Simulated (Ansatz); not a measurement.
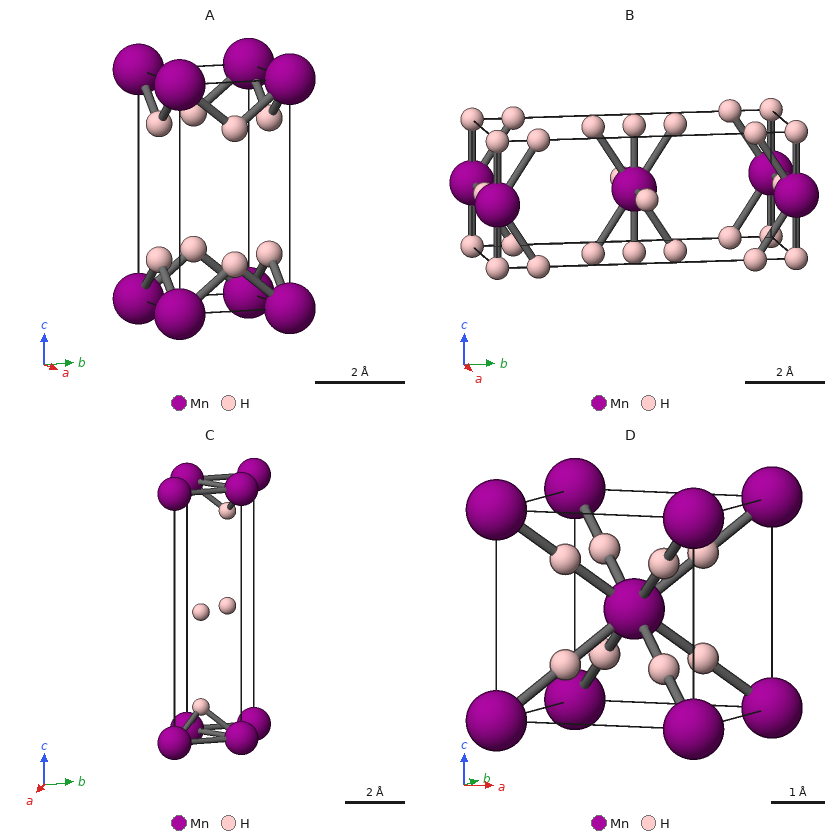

Four structures of MnH₄, each relaxed to rest (conventional cells in solid outline, small ones repeated, each panel with its own scale). Method: DFT PBE, scalar-relativistic, plane waves, PAW (Ansatz), with collinear spins.

Name the structure in each panel.

Answer. A: 5 atoms a cell on a primitive tetragonal lattice, P4/mmm; B: 10 atoms a cell on a base-centred orthorhombic lattice, Cmmm; C: 5 atoms a cell on a primitive hexagonal lattice, P-3m1; D: 10 atoms a cell on a body-centred cubic lattice, Im-3m.

Rank them by energy, lowest first.

Answer. A, then C (+175 meV/atom), D (+192 meV/atom) and B (+345 meV/atom), energies at zero smearing.

Collect the results in a table.

Answer.
| panel | structure | E − E(lowest) (meV/atom) | volume (Å³/atom) | gap (eV) |
| --- | --- | --- | --- | --- |
| A | P4/mmm | 0 | 7.3 | metal |
| C | P-3m1 | 175 | 8.9 | metal |
| D | Im-3m | 192 | 6.5 | metal |
| B | Cmmm | 345 | 8.7 | metal |

Some of these may be structure types tried for this composition rather than known phases, and the most stable form need not be among them. Gaps are taken on the k-mesh or band path of each run.
